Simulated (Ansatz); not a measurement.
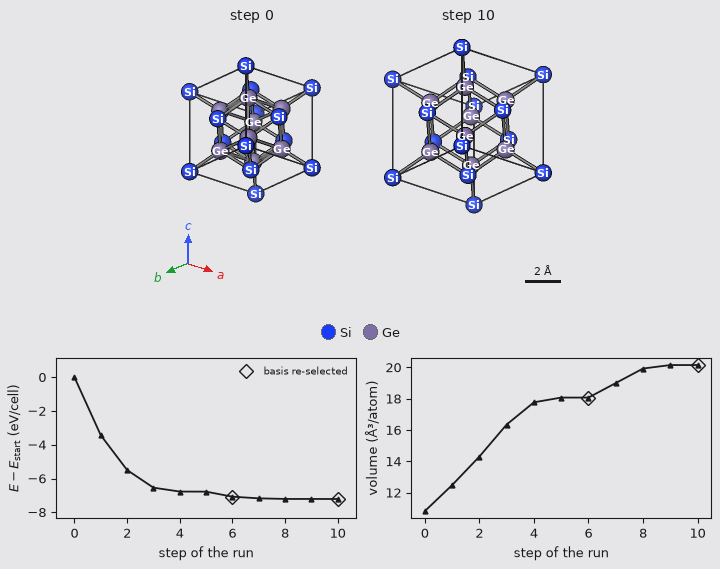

First and last geometry of a relaxation of crystalline SiGe2 (a generated structure, set up in Fm-3m) (coarse preliminary run), with the history of the run. Style: ball-and-stick. Shown: the conventional cell (4 times the calculation's cell), from a free direction. Lengths and directions refer to the drawn axes.

All numbers below come from Ansatz, DFT PBE, scalar-relativistic, plane waves, PAW. Set-up: plane-wave cutoff 420 eV; k-point mesh 6 × 6 × 6; occupations gaussian; smearing width 0.1 eV; no spin polarisation; cell and atoms relaxed; force threshold 0.04 eV/Å; at most 70 steps.

What do the curves and the structures tell?

It converged. No atom moves by more than 0.005 Å relative to the cell. The drawn cell changes as follows: a = b = c 5.064 → 6.230 Å (+23.0 %); the volume changes by +86.2 %. Some distances before and after: Ge–Ge 2.532 → 3.115 Å, Ge–Si 2.193 → 2.698 Å. The space group stays Fm-3m (No. 225). The energy falls by 7.213 eV per cell of the calculation in 8 accepted moves (10 points after the start). All forces vanish by symmetry, so only the cell relaxes. Pressure: 144.72 GPa at the start and 0.07 GPa at the end. At 2 points the geometry stayed and the basis and grid were re-selected for the new cell (energy shift of 0.298 eV per cell of the calculation at most each time). The run took 11 s on 1 thread of Arm Neoverse V1, with other jobs on the host, peak memory 0.32 GiB.
